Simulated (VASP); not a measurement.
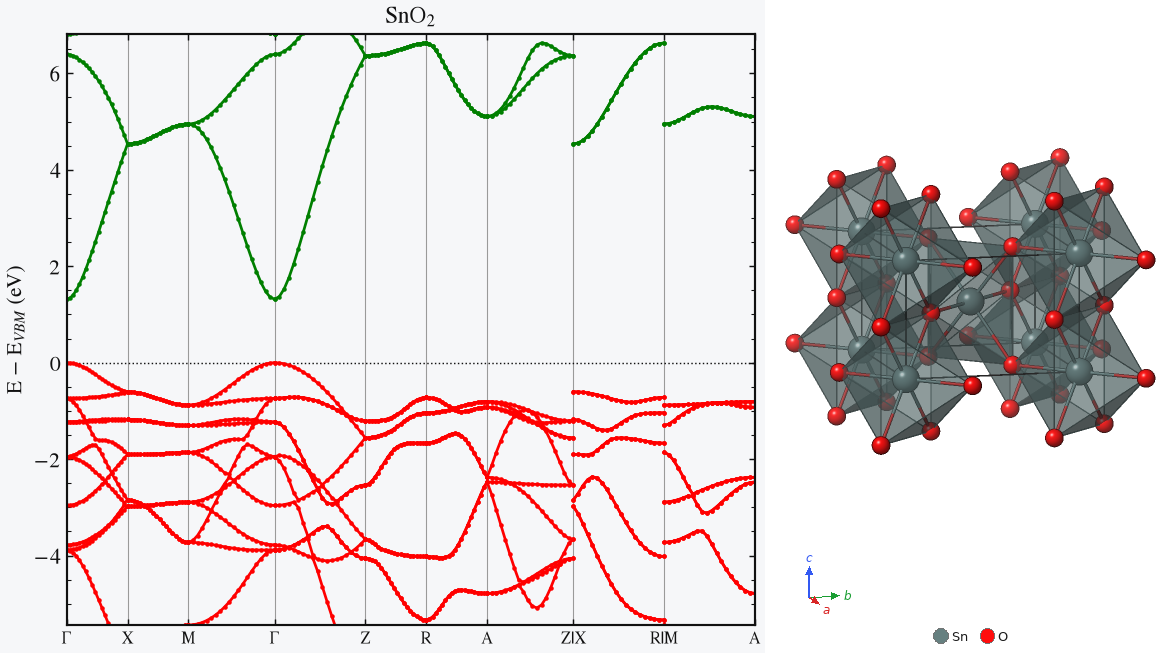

Band structure, beside the structure. Energies are counted from the top of the valence band.

System: rutile-type SnO₂, space group P4_2/mnm, 6 atoms in the cell.

```xyz
6
Lattice="4.8301 0.0000 0.0000 0.0000 4.8301 0.0000 0.0000 0.0000 3.2422" Properties=species:S:1:pos:R:3 pbc="T T T"
Sn    2.4151    2.4151    1.6211
Sn    0.0000    0.0000    0.0000
O     0.9344    3.8958    1.6211
O     3.8958    0.9344    1.6211
O     1.4807    1.4807    0.0000
O     3.3495    3.3495    0.0000
```

Method: r2SCAN, VASP PAW PBE potentials, release 64 (Sn_d, O), no spin polarisation, no spin-orbit coupling, 8×8×10 k mesh, 450 eV cutoff, Gaussian smearing of 0.02 eV (VASP 6.6.1).

### Read off the fundamental gap and say whether it is direct.

The material is gapped. The gap along this path is 1.32 eV and direct: both edges lie at Γ.

### What are the direct gaps at Z, A and X?

The direct gaps are 7.57 eV at Z, 5.91 eV at A and 5.14 eV at X.

### How many bands meet at the valence-band top?

The top valence level at Γ is a single band, not degenerate (spin aside).

The PAW data sets were made with another functional. LDA, GGA and most meta-GGA functionals understate gaps. The cell was derived from a database entry in an earlier step, so it needn't be the measured one.
